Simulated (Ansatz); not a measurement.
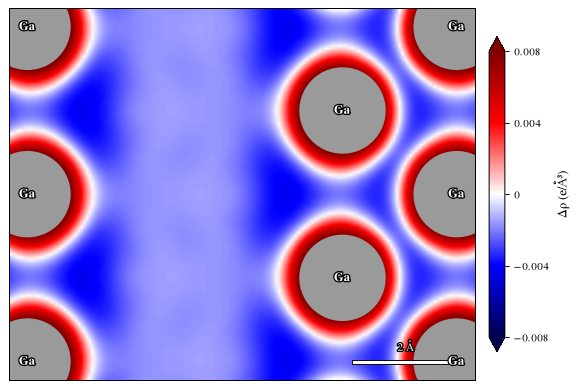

Ga: difference of two self-consistent densities at the same geometry, ρ(LDA) − ρ(PBE), on the (100) plane of the conventional cell. Grey discs cover the cores, where the PAW densities can't be compared. Cores are masked to 0.8 Å (Ga).

Space group Cmcm.

Both runs: Ansatz, scalar-relativistic, plane waves and PAW, same cutoff, k-points and PAW files (made with PBE).

> How does the change of level move the electrons?

Against PBE, and outside the masked cores, the largest gain lies at the edge of the masked core of Ga, and the largest loss, 0.004 e/Å³, lies 1.7 Å from a gallium nucleus.
At this volume the pressure is 2 GPa with PBE and −4 GPa with LDA.
